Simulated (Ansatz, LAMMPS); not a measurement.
# Squeezing and shearing glassy 56SiO2-19BaO-25CaO (mol %) (82 atoms): runs compared

How stiff is glassy 56SiO2-19BaO-25CaO (mol %) (82 atoms), and how do its levels respond to strain?

Computed with Ansatz 0.2.0: Kohn-Sham DFT, PBE, PAW (set soft_2), plane waves.

### 1. The cell as built

The cell holds 82 atoms: 18 Si, 6 Ba, 8 Ca and 50 O. Its edges and angles: a = 10.676 Å, b = 10.676 Å, c = 10.676 Å, α = 90.0°, β = 90.0°, γ = 90.0°. 82 atoms (18 Si, 6 Ba, 8 Ca, 50 O) placed at random at 3.25 g/cm³, melted at 4000 K for 10 ps at fixed volume with the Morse and Coulomb pair potential with partial charges (Pedone, Malavasi, Menziani, Cormack and Segre, J. Phys. Chem. B 110, 11780 (2006)). Quenched from 4000 K to 300 K at 10 K/ps and fixed volume, held 10 ps at zero pressure.

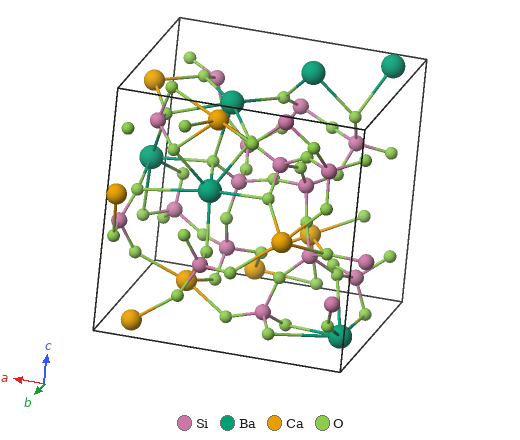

The cell as built. Bonds to atoms that aren't drawn are left out. Some periodic images of atoms are drawn too.

What the set-up can't give: The quench rate of 10 K/ps is many orders above laboratory rates, so the cell is likely richer in defects and strain than a real sample. The network of bonds at the start is that of the classical potential that made the cell, and needn't be the one that DFT or experiment would give. Sampling is at Γ alone. No spin–orbit coupling is included, so levels derived from the heavy atoms are approximate.

### 2. The reference run

The reference is a single point at the end of the relaxation.

Every strained cell starts from the geometry of this run, and its atoms are relaxed with the cell held.

Its input, with most atom lines left out:

```yaml
crystal:
  lattice:
    - [10.61553, -0.00036, -0.02863]
    - [-0.00036, 10.83614, 0.28371]
    - [-0.02863, 0.28371, 10.64579]
  atoms:
    - { symbol: Si, position: [0.17291, 0.79991, 0.75305] }
    - { symbol: Si, position: [0.82294, 0.07888, 0.80107] }
    - { symbol: Si, position: [0.45318, 0.07197, 0.76511] }
    - { symbol: Si, position: [0.63314, 0.34669, 0.46104] }
    - { symbol: Si, position: [0.65478, 0.31511, 0.17475] }
    - { symbol: Si, position: [0.41511, 0.64694, 0.69509] }
    - { symbol: Si, position: [0.41803, 0.65862, 0.0957] }
    [... atom lines 8 to 82 left out ...]
kpoints:
  mp_grid: { grid: [1, 1, 1] }
hamiltonian:
  xc: pbe
scf:
  occupations: { method: fermi_dirac, width: 0.05 }
output:
  forces: true
  stress: true
  populations: true
  dos:
    method: { smearing: { sigma: 0.1 } }
    de: 0.1
    projected: { site_lists: { Ba: [Ba], Ca: [Ca], O: [O], Si: [Si] } }
  eigenvalues: true
  write_density: true
  write_potential: true
  volumetric_format: npy
  elf: true
```

| Property | Result |
| --- | --- |
| free energy per atom | -1099.5115 eV/atom |
| r.m.s. force component | 0.00911 eV/Å |
| pressure | 0.01111 GPa |

Filled and empty levels are parted by 3.87 eV (at Γ alone); a semilocal functional tends to put such gaps too low. In a disordered cell it changes from sample to sample, and tail or defect levels can set it.

### 3. The runs

Each row is one run, on 4 threads of Arm Neoverse V1, shared host. The free energy is the program's total, comparable only between runs with the same functional, potentials and atoms.

| run | atoms | outcome | ionic steps, all passes | free energy (eV) | time | host memory (GiB) |
| --- | --- | --- | --- | --- | --- | --- |
| Single point at the start | 82 | converged | - | -90152.049 | 15 s | 1.4 |
| Cell and atoms relaxed | 82 | converged | 26 | -90159.943 | 5.7 min | 1.5 |
| Single point at the relaxed geometry | 82 | converged | - | -90159.943 | 26 s | 1.5 |
| Volume -3 % | 82 | converged | 8 | -90159.769 | 1.9 min | 1.5 |
| Volume +3 % | 82 | converged | 8 | -90159.789 | 2 min | 1.5 |
| Volume -6 % | 82 | converged | 8 | -90159.198 | 1.9 min | 1.4 |
| Volume +6 % | 82 | converged | 11 | -90159.380 | 3.1 min | 1.6 |
| Volume -10 % | 82 | converged | 14 | -90157.736 | 3.2 min | 1.4 |
| Stretched by 1 % along x | 82 | converged | 5 | -90159.907 | 77 s | 1.5 |
| Compressed by 1 % along x | 82 | converged | 7 | -90159.904 | 1.8 min | 1.5 |
| Sheared by 2 % in xy | 82 | converged | 5 | -90159.892 | 77 s | 1.5 |

In some runs the program notes that the SCF threshold is loose for the stress.

### 4. Pressure against volume

Atoms are relaxed at each volume, in the scaled cell.

| volume change (%) | volume (Å³/atom) | energy change (meV/atom) | pressure (GPa) | largest move on relaxing (Å) | bonds | gap (eV) |
| --- | --- | --- | --- | --- | --- | --- |
| -10 | 13.431 | 26.91 | 6.27 | 0.41 | 167 | 4.21 |
| -6 | 14.028 | 9.09 | 3.42 | 0.21 | 165 | 4.06 |
| -3 | 14.476 | 2.12 | 1.61 | 0.10 | 161 | 3.97 |
| +0 | 14.924 | 0.00 | 0.01 | - | 156 | 3.87 |
| +3 | 15.371 | 1.87 | -1.30 | 0.12 | 152 | 3.79 |
| +6 | 15.819 | 6.86 | -2.28 | 0.41 | 150 | 3.76 |

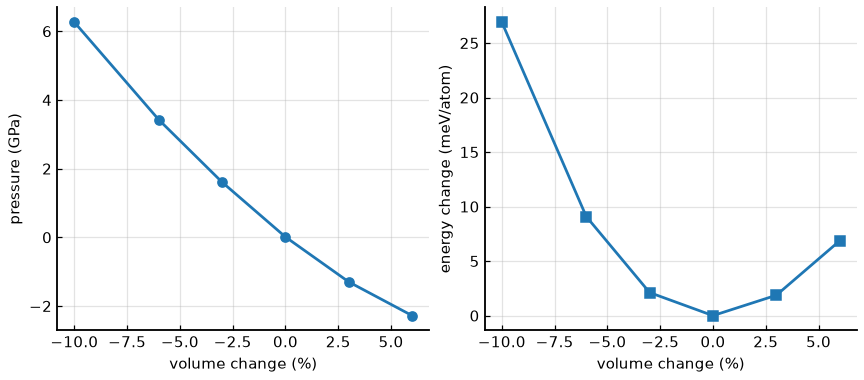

Pressure and energy against volume.

### 5. Uniaxial strain and shear

Stress (GPa, compression positive) less that of the relaxed cell, atoms relaxed:

| strain | xx | yy | zz | xy | energy change (meV/atom) |
| --- | --- | --- | --- | --- | --- |
| stretched by 1 % along x | -1.095 | -0.343 | -0.256 | 0.052 | 0.43 |
| compressed by 1 % along x | 1.037 | 0.356 | 0.265 | -0.065 | 0.47 |
| sheared by 2 % in xy | 0.116 | 0.078 | -0.020 | -0.696 | 0.61 |

### 6. Outcome

The bulk modulus, from the slope of pressure against ln V over the three points nearest the relaxed volume, is 48.4 GPa; a quadratic over all points gives a pressure derivative of about 4.9. The count of bonds runs from 150 to 167 over the series, so at some points contacts cross the cutoffs. The gap goes from 4.21 eV at the smallest volume to 3.76 eV at the largest, -2.8 eV per unit of ln V by a straight line, on the run's k-points. In the Cartesian axes of the cell, finite differences give C11 = 107, C12 = 34.9, C13 = 26.0 and C66 = 34.8 GPa (the shear of 2 % is the engineering strain, εxy = 0.01). The mean of C11, C12 and C13, which equals the bulk modulus in a cubic or isotropic solid, is 55.9 GPa: it lies 15 % over the bulk modulus from the volumes. For an isotropic solid C66 would equal (C11 − C12)/2 = 35.8 GPa; so small a sample needn't be isotropic, and C66 rests on one shear. With the bulk modulus and C66 as K and G, Young's modulus would be about 84 GPa and Poisson's ratio 0.21.

**Limits.** Strains are finite and relaxations stop at the force tolerance of the input, which can leave moduli too stiff; they are those of a static cell at zero temperature. Volumes are changed with the cell's shape held, so in an anisotropic solid the modulus lies over the one under free hydrostatic load. The program notes that the SCF threshold of the relaxations is loose for the stress.

The DFT runs together took 23 min of wall time.

[Logs are printed without paths, hosts, clocks, repeated set-up lines and the standing remarks that a program may print on its own settings, such as how far it seeks lower states.]

[Hosts, paths, dates, database ids (printed as entryN), source tags and the programs' standing remarks are cut or masked in the printed files.]
